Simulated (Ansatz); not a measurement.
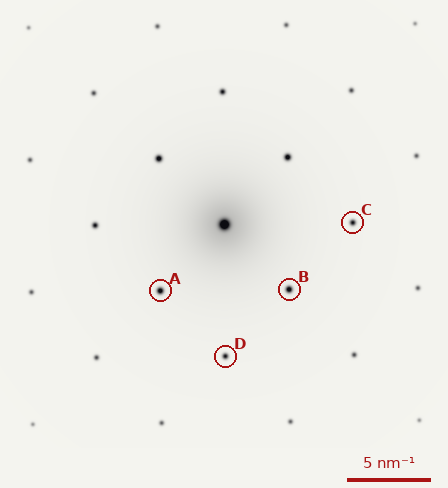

The pattern is a kinematic simulation for 80 kV electrons (no multiple scattering; isotropic B = 0.8 Å²). The zone axis points towards the electron source and the pattern is seen from the source side.

The sample is Zn, space group P6/mmm (No. 191), a = 2.58 Å, c = 3.04 Å (hexagonal axes). Structure: the end point of a relaxation with Ansatz, DFT PBE, scalar-relativistic, plane waves, PAW; the starting structure was generated, so it need not be a known form of this composition.

Spot A is indexed -1 1 1 and spot B 0 -1 1.

Index the other marked spots.

C = −A + B = 1 -2 0 (d = 1.288 Å). D = A + B = -1 0 2 (d = 1.255 Å).

Give [uvw].

The cross product of A and B is parallel to [211]; every spot obeys hu + kv + lw = 0.

What are the spacings of A and B and the angle between them?

d(A) = 1.798 Å, d(B) = 1.798 Å, and the angle is 88.5°.
